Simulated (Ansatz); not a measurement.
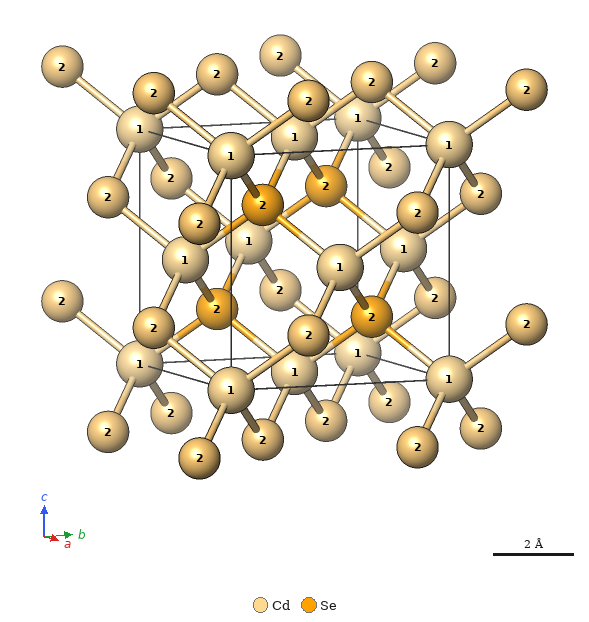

Fig. 1: The structure (ball-and-stick view of the cell 4 times as large as that of the calculation, set on its symmetry axes, seen slightly off an axis; neighbours outside the cell are drawn fainter; atoms are numbered from 1 in the order of the input).

Run report: CdSe, single-point calculation

CdSe (F-43m, 2 atoms in the cell), computed with DFT PBE, scalar-relativistic, plane waves, PAW, no spin polarisation (Ansatz 0.2.0).

The structure derives from a Materials Project entry. It belongs to a series of runs on one base structure; here: volume × 0.88. Figures and captions count atoms from 1; the log counts them from 0 in places.

## Output
```
Engine: ansatz 0.2.0, aarch64-unknown-linux-gnu
Pseudopotentials: kind: paw
Pseudopotential: Cd, paw, valence charge 20, recommended cutoff 420 eV (normal), Cd.paw.azcp
Pseudopotential: Se, paw, valence charge 16, recommended cutoff 420 eV (normal), Se.paw.azcp
Functional definition: PBE
  parameter kappa = 0.804
  parameter beta = 0.06672455060314922
  exchange = pbe_x(kappa = kappa, mu = beta*pi^2/3)
  correlation = pbe_c(beta = beta)
Crystal: 2 atoms, lattice volume = 52.352 Å³
Basis set: ecut = 420 eV, 965 PW (Γ), exchange–correlation on 60×60×60 points (8 copies of the dense FFT grid, shifted against one another)
Bands: 22, of which v1, the nominal top of the filled ones, is band 18 counted from 1 (17 counted from 0)
Symmetry: 24 space group operations
Space group: F-43m (ITA 216), of the structure as read, at distance tolerance 3.7e-5 Å
k-points: 47 of 1000 (time reversal used)
Non-local potential: Cd, projectors of the file, l = 0: 3, l = 1: 2, l = 2: 2, l = 3: 1
Non-local potential: Se, projectors of the file, l = 0: 2, l = 1: 2, l = 2: 3, l = 3: 1
PAW form: soft (Blöchl's): semilocal exchange-correlation on the pseudo side does not see the compensation charge
PAW one-centre angular grid: Cd, 590 points (default); XC on 64 Gauss nodes
PAW one-centre angular grid: Se, 590 points (default); XC on 64 Gauss nodes
Initial density: superposition of atomic densities (neutral atoms: chi_scale 0, normalization atom), corrected by the library's trained network
Initial wavefunctions: pseudopotential atomic-orbital guess
Functional: x = pbe(κ = 0.804, μ = 0.2195149727645171), c = pbe(β = 0.06672455060314922)
SCF iter   1: F=—  HF=-13724.644810 eV  |F-HF|=—  |Δ(HF+E_count)|=         —  Δρ=8.46e-4  dr2=6.89e-4  ethr=1.77e-3  ⟨swp⟩=5.9  Hψ=4501  notcnv=0
preconditioner: auto → none  [insulator: Δε(μ)=0.747 eV  Ē_g=12.484 eV  σ=0.020 eV  W_gap=1.00  n_scr=14 (ndim 8)  ℏωp=21.8 eV  f_vac=0.185  D(μ)=0.00/eV (n_scr^D=0)  ε∞_Penn≈4.0]
SCF iter   2: F=—  HF=-13724.645501 eV  |F-HF|=—  |Δ(HF+E_count)|=   6.91e-4  Δρ=3.42e-4  dr2=4.62e-5  ethr=1.91e-6  ⟨swp⟩=2.1  Hψ=2092  notcnv=0
SCF iter   3: F=—  HF=-13724.645530 eV  |F-HF|=—  |Δ(HF+E_count)|=   2.90e-5  Δρ=1.48e-4  dr2=9.45e-6  ethr=1.28e-7  ⟨swp⟩=2.0  Hψ=1873  notcnv=0
SCF iter   4: F=—  HF=-13724.645543 eV  |F-HF|=—  |Δ(HF+E_count)|=   1.25e-5  Δρ=5.48e-5  dr2=1.07e-6  ethr=2.63e-8  ⟨swp⟩=2.0  Hψ=1446  notcnv=0
iter 5 did not close the SCF: its close was put off for the readings that it lacked (scf_convergence_deferred on its scf_iter line)
SCF iter   5: F=-13724.645546 eV  HF=-13724.645546 eV  |F-HF|=2.32e-8  |Δ(HF+E_count)|=   3.45e-6  Δρ=5.02e-6  dr2=1.06e-8  ethr=2.98e-9  ⟨swp⟩=2.0  Hψ=1457  notcnv=0
SCF iter   6: F=-13724.645546 eV  HF=-13724.645546 eV  |F-HF|=3.00e-9  |Δ(HF+E_count)|=   2.82e-8  Δρ=2.24e-6  dr2=1.36e-9  ethr=2.93e-11  ⟨swp⟩=5.0  Hψ=6053  notcnv=0
SCF 1 converged in 6 iterations: F = -13724.645546 eV  dr2 = 1.36e-9
  greatest PAW one-centre occupation: 1.000 electrons in one spin orbital (limit 2), on the Cd atom at site 0 (counted from 0), in its partial waves of l = 0
```

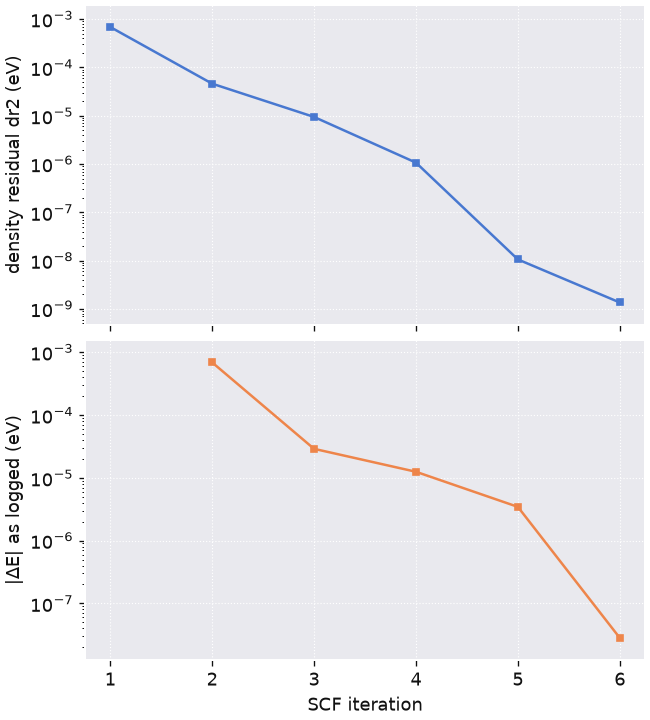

Fig. 2: Convergence of the self-consistent field: density residual dr2 and size of the energy change against the SCF iteration. The residual falls at every step.

```
SCF converged after 6 iterations
Free energy (F): -13724.645546 eV
Harris-Foulkes:  -13724.645546 eV  (|F-HF|=3.00e-9)
Internal energy: -13724.645546 eV  (E = F + TS)
E sigma→0 (E₀):  -13724.645546 eV
Fermi energy:    8.940463 eV
--- Per-component energies (eV) ---
  E_band       = -858.068890
  E_kinetic    = 625.860559
  E_local      = -6205.706935  (includes V_loc(G=0)·N_el)
  E_nonlocal   = -562.658735
  E_hartree    = 2963.023647
  E_xc         = -282.170299
  E_vxc        = -321.468188  (∫ρ·V_xc dr)
  E_paw        = -5994.124675  (= ΣΔE_a)
  E_vpaw       = -320.143463  (= ΣTr[D̂ρ^β])
  E_aug_tail   = -0.000501  (compensation charges beyond the density's cutoff)
  E_ewald      = -4268.868608
  E_smearing   = -0.000000  (= −TS)
  E_closure    = 0.000000  (closes the sum)
  Σ components = -13724.645546   (vs F -13724.645546, Δ=0.00e0)
--- Forces (eV/Å), atoms counted from 1 ---
  atom   1  Cd    -0.00000000     0.00000000    -0.00000000
  atom   2  Se     0.00000000    -0.00000000     0.00000000
  max |Σ_I F_I| component: 9.71e-17 eV/Å
--- Stress (GPa, compression-positive) ---
        7.681677       0.000000      -0.000000
        0.000000       7.681677       0.000000
       -0.000000       0.000000       7.681677
  P = ⅓ Tr σ = 7.6817 GPa (76.817 kbar)
--- Band table (eV; the first three rows and the last of 47) ---
  k-point 0: bands = ["-93.2265", "-54.2981", "-54.2981", "-54.2981", "-38.2545", "-38.2545", "-38.2545", "-38.2499", "-38.2499", "-4.4634", "0.3622", "0.3622", "0.3622", "0.8213", "0.8213", "8.5629", "8.5629", "8.5629", "9.3175", "14.4994", "14.4994", "14.4994"]
  k-point 1: bands = ["-93.2265", "-54.2982", "-54.2981", "-54.2981", "-38.2545", "-38.2545", "-38.2545", "-38.2499", "-38.2499", "-4.4222", "0.3759", "0.3759", "0.3942", "0.8203", "0.8203", "7.6209", "8.4676", "8.4676", "10.0964", "14.3492", "14.6493", "14.6493"]
  k-point 2: bands = ["-93.2265", "-54.2983", "-54.2981", "-54.2981", "-38.2545", "-38.2545", "-38.2545", "-38.2499", "-38.2499", "-4.3130", "0.4097", "0.4097", "0.5037", "0.8206", "0.8206", "6.3405", "8.2353", "8.2353", "10.8138", "14.3812", "14.9522", "14.9522"]
  k-point 46: bands = ["-93.2265", "-54.2985", "-54.2984", "-54.2983", "-38.2546", "-38.2545", "-38.2544", "-38.2499", "-38.2498", "-3.8844", "0.5790", "0.6077", "0.7612", "0.8379", "1.3968", "4.2199", "6.0672", "6.0956", "13.3348", "13.6902", "15.6991", "16.3994"]
```

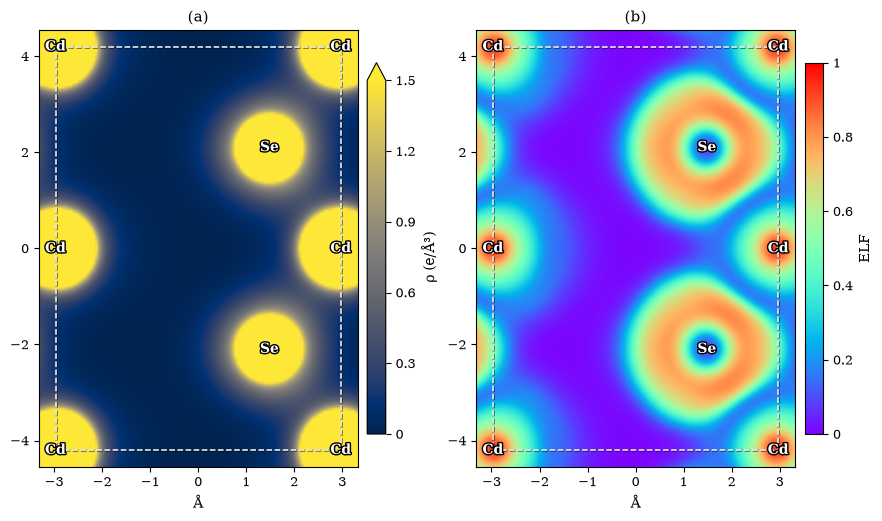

Fig. 3: (a) valence electron density; (b) ELF on the (101) plane of the conventional cell. The plane passes through Cd and Se nuclei. Cd–Se (2.57 Å): the density is about 0.43 e/Å³ at the midpoint; the ELF is about 0.40 at the midpoint. Away from the nuclei the density in this plane falls to 0.01 e/Å³ at its lowest. The strong features right at Cd lie inside the PAW spheres (semicore, d or f shells) and say nothing about bonding. Core electrons are frozen (PAW), so the fields are smoothed inside the atomic spheres.

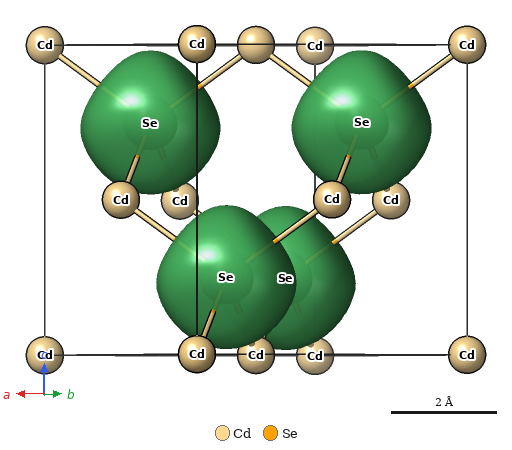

Fig. 4: Isosurface of the electron localisation function at 0.6 (green), seen at an oblique angle. Core shells and regions of very low density are left out. Sticks mark near contacts. The outline is the cell set on symmetry axes. Profiles from the grid: Cd–Se (2.57 Å): the ELF is about 0.40 at the midpoint.

The run was set up as follows.

## Input
```yaml
crystal:
  lattice:
    - [0.0, 2.9691611179, 2.9691611179]
    - [2.9691611179, 0.0, 2.9691611179]
    - [2.9691611179, 2.9691611179, 0.0]
  atoms:
    - { symbol: Cd, position: [0.0, 0.0, 0.0] }
    - { symbol: Se, position: [0.75, 0.75, 0.75] }
basis:
  ecutwfc: 420
kpoints:
  mp_grid: { grid: [10, 10, 10] }
hamiltonian:
  xc: pbe
scf:
  occupations: { method: gaussian, width: 0.02 }
output:
  forces: true
  stress: true
  eigenvalues: true
  write_density: true
  write_potential: true
  elf: true
  volumetric_format: npy
```

Run as:
```bash
ansatz run input.yaml --threads 1 --pin off --max-ram 2560MiB --backend cpu --events-out ev --progress --plain --runs-dir out
```

## Key numbers

- outcome: converged
- space group (tolerance 0.01 Å): F-43m (216)
- electrons treated: 36
- free energy: −13724.6455 eV
- Fermi energy: 8.940 eV
- gap on the k-point mesh: 0.75 eV
- pressure: 7.68 GPa
- largest force (length of the vector): under 0.001 eV/Å
- hardware: 1 thread of Arm Neoverse V2, 24 GiB of memory available, shared host
- wall time: 4.4 s
- peak memory: 0.36 GiB

The cell is under a pressure of 7.7 GPa at this level, so it is not at its equilibrium volume.
